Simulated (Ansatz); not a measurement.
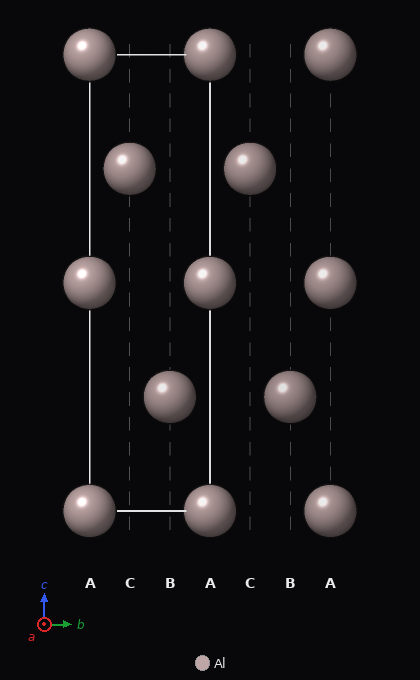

The picture looks along a close-packed row of the hexagonal mesh; c points upwards. The dashed lines mark the three columns A (0, 0), B (1/3, 2/3) and C (2/3, 1/3). The sequence starts with the first layer at or above the cell's origin.

The compound is Al, taken as the geometry relaxed with DFT r2SCAN, scalar-relativistic, plane waves, PAW in Ansatz.

Read off the stacking sequence over one period.

Al(A) – Al(B) – Al(A) – Al(C) (four layers in 9.26 Å).

Taking all atoms as equal spheres, what packing is it?

As equal spheres, ABAC: a mixed close packing, (ch) in Jagodzinski's notation.

What short polytype symbol fits?

Polytype symbol 4H, Ramsdell's symbol (number of layers in the repeat and lattice).
